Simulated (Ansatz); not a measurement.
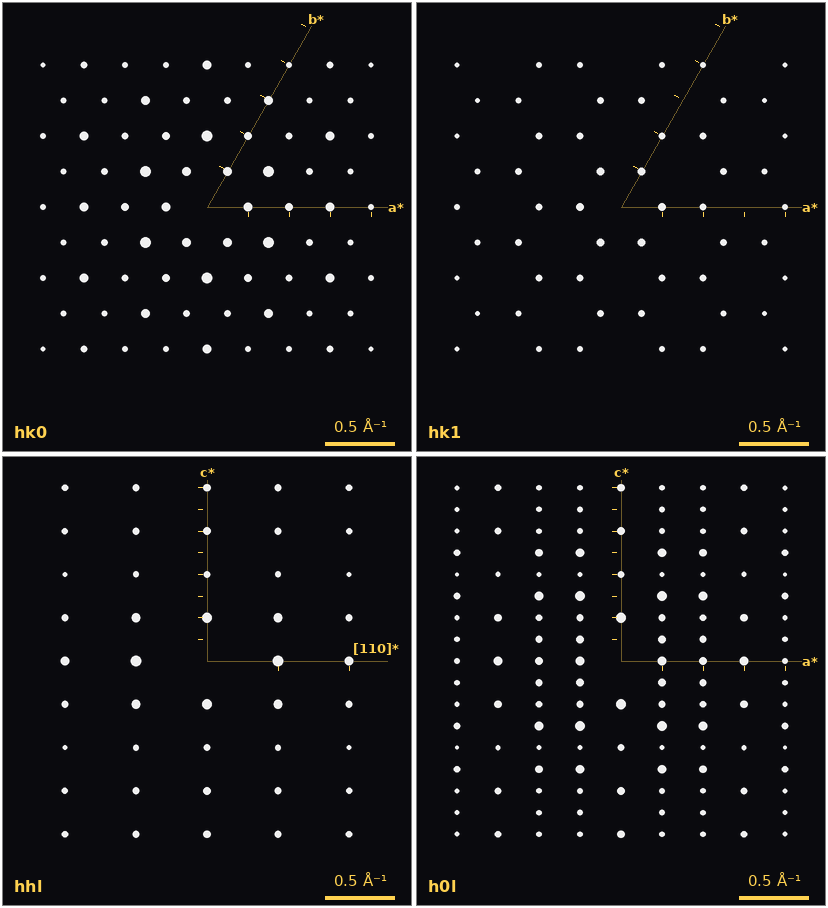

Simulated precession-type sections (X-rays; kinematic intensities, B = 0.5 Å²). The ticks mark integer indices of the conventional cell.

**Read the reciprocal cell and give the direct cell.**

a* = 0.300, b* = 0.300, c* = 0.159 Å⁻¹, γ* = 60°; the cell is hexagonal with a = 3.84 Å, c = 6.31 Å (hexagonal axes).

**List the systematic absences.**

Reflections are present only under these conditions. hkl: no condition; hk0: no condition; h0l: no condition; hhl: l = 2n; 00l: l = 2n. The lattice is primitive (P). Further gaps, such as 0 3 1, 3 0 1, 3 0 3, come from atoms on special positions, not from the group's general conditions.

**Which space groups fit?**

The intensities have Laue symmetry 6/mmm (the hk0 layer shows 6mm, hk1 shows 6mm). With these conditions the candidates are P6_3mc (No. 186), P-62c (No. 190), P6_3/mmc (No. 194). Diffraction geometry alone does not choose among them; the structure has P6_3mc. The compound is ZnS. Structure: coordinates from a relaxation with DFT PBE, scalar-relativistic, plane waves, PAW (Ansatz); the starting structure was generated, so it need not be a known form of this composition.
